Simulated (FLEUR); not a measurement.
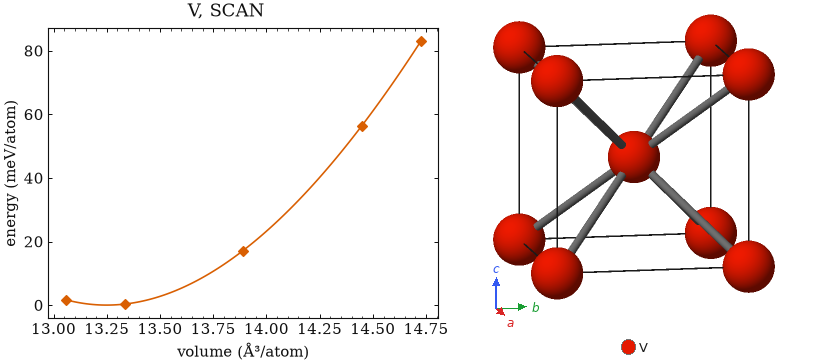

The picture above shows the energy against volume for V, space group Im-3m (No. 229). The conventional cell is drawn beside the plot.

The given structure:
```cif
data_structure
_symmetry_space_group_name_H-M 'P 1'
_symmetry_Int_Tables_number 1
_cell_length_a 2.6229
_cell_length_b 2.6229
_cell_length_c 2.6229
_cell_angle_alpha 109.471
_cell_angle_beta 109.471
_cell_angle_gamma 109.471
_cell_volume 13.89
loop_
_atom_site_label
_atom_site_type_symbol
_atom_site_fract_x
_atom_site_fract_y
_atom_site_fract_z
_atom_site_occupancy
V1 V 0.00000 0.00000 0.00000 1
```

Computed with FLEUR MaX-R8.1 (later development tree): all-electron LAPW DFT, collinear spins; energies at scaled volumes of the given cell, shape and fractions fixed, counted from the fit's minimum, third-order Birch-Murnaghan fit. Level: SCAN, collinear spin.

k mesh 12×12×12; occupations Fermi–Dirac; smearing width 0.05 eV; potentials all electron; program settings basis FLAPW, kmax 4.36 1/bohr.

How stiff is the solid, and where is its volume at rest?

Answer. A third-order Birch–Murnaghan fit gives V0 = 13.25 Å³/atom, B0 = 190 GPa and B′ = 3.6.

The computed values:

```tsv
volume (Å³/atom)	energy (meV/atom)
13.06	1.66
13.34	0.36
13.89	17.17
14.45	56.34
14.72	82.92
```
